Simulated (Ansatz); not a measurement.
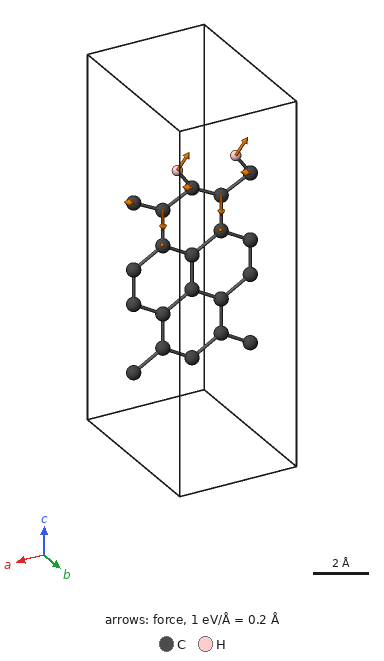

Starting geometry of a slab of composition HC₈ (cut from the P6/mmm phase) with the computed forces as orange arrows. The picture is a ball-and-stick view of the 2 repeat of the cell, with the vacuum cut short, seen from a free direction.

Case: H put at a bridge C-C site. The slab is the (1 0 0) face of C with H on it. 4 atoms are held fixed.

Computed with DFT PBEsol, scalar-relativistic, plane waves, PAW in Ansatz. Settings: plane-wave cutoff 420 eV; k-point mesh 12 × 4 × 1; occupations gaussian; smearing width 0.1 eV; no spin polarisation; dipole correction; atoms relaxed in a fixed cell; force threshold 0.03 eV/Å; at most 70 steps.

**Is this structure relaxed? If not, where do the atoms go?**

It isn't relaxed: the largest force vector, on a C atom, is 4.42 eV/Å. The final displacements follow the starting forces only in part (cosine between the two patterns 0.59). The atom that moves furthest is the H atom (0.66 Å). Largest moves by element: H 0.66 Å, C 0.03 Å. The cell doesn't change. Among the contacts that change: C–C 1.472 → 1.440 Å, C–C 1.376 → 1.404 Å, C–H 1.073 → 1.096 Å, C–C 1.412 → 1.417 Å. Bond angles that change, for instance: C–C–H 81.8° → 118.8°, C–C–H 151.6° → 119.0°, C–C–C 126.6° → 122.2°. Over 4 accepted moves (5 points after the start) the energy falls by 1.360 eV per cell of the calculation. The largest force component goes from 4.4 to 0.029 eV/Å. 1 step only repeated the SCF at the same geometry.

Limits of the set-up: the periodic images lie only 2.5 Å apart, so the values are limited by the cell's size.
